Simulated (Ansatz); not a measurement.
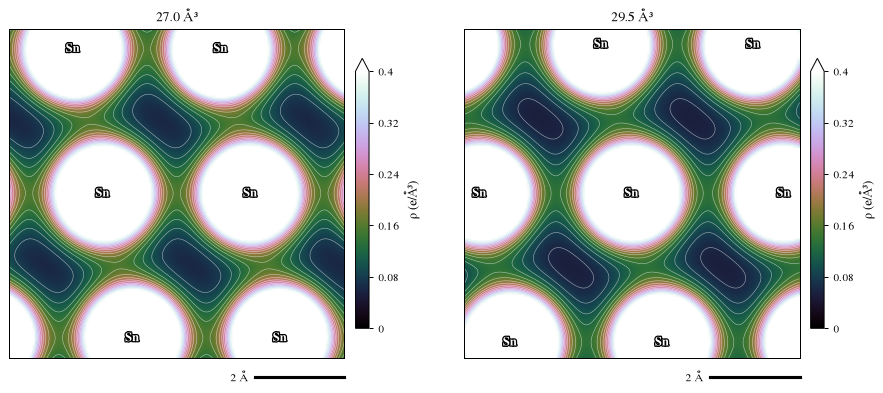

Sn. The valence charge density (pseudo) of cells scaled evenly to different volumes (given per atom above each panel), on the (001) plane of each (indices in the axes of the cell below), at one length scale and on one colour scale.

A structure from a database of computed crystals, not necessarily the ambient phase.

Theory: Ansatz, DFT, LDA, PAW with Ansatz's default frozen-core files, scalar-relativistic.

The largest cell:

```xyz
1
Lattice="-1.7244 1.9930 2.1492 1.7244 -1.9930 2.1492 1.7244 1.9930 -2.1492" Properties=species:S:1:pos:R:3 pbc="T T T"
Sn    0.0000    0.0000    0.0000
```

| volume (Å³/atom) | Sn–Sn contact in the plane (Å) | ρ at its midpoint (e/Å³) | pressure (GPa) | 
| --- | --- | --- | --- |
| 27.04 | 3.302 | 0.157 | −2.6 | 
| 27.87 | 3.335 | ? | ? | 
| 29.54 | 3.401 | 0.136 | −5.8 | 

Question: Estimate the missing row, and compare with the calculation.

Answer: Over the known rows ln ρ falls by 1.45 per Å of Sn–Sn distance (the line through the two), which gives 0.150 e/Å³ at 3.335 Å; the calculation gives 0.149 e/Å³. For the pressure, a straight line in volume between the neighbouring rows gives −3.7 GPa; the calculation gives −3.9.
